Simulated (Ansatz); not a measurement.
```cif
data_structure
_symmetry_space_group_name_H-M 'P 1'
_symmetry_Int_Tables_number 1
_cell_length_a 2.8421
_cell_length_b 2.8421
_cell_length_c 7.1728
_cell_angle_alpha 90.000
_cell_angle_beta 90.000
_cell_angle_gamma 120.000
_cell_volume 50.18
loop_
_atom_site_label
_atom_site_type_symbol
_atom_site_fract_x
_atom_site_fract_y
_atom_site_fract_z
_atom_site_occupancy
W1 W 0.00000 0.00000 0.00000 1
W2 W 0.66667 0.33333 0.33333 1
W3 W 0.33333 0.66667 0.66667 1
```

Space group R-3m; changed on purpose from its base cell (equal xy, yz and zx shear strains of +2 %, PAW files); computed pressure about −12 GPa in this cell.

Theory: DFT, PBEsol, PAW with Ansatz's default frozen-core files, scalar-relativistic in Ansatz 0.2.0.

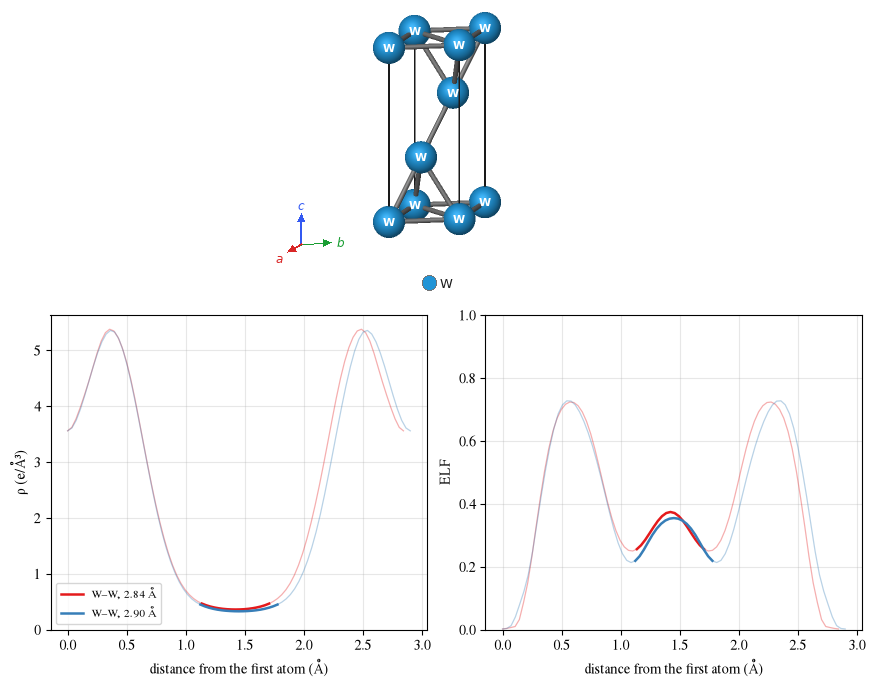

W. Valence pseudo-density and ELF along straight lines between neighbouring atoms. Thin, pale parts lie inside the atomic spheres. The structure is drawn too.

Core electrons are frozen (PAW), and the valence fields are smoothed inside the atomic spheres.

What can be read from the curves?

Answer. W–W (2.84 Å): ρ is about 0.36 e/Å³ halfway; the ELF is about 0.35 at the midpoint.
W–W (2.90 Å): the density is about 0.33 e/Å³ at the midpoint; the ELF is about 0.35 at the midpoint.
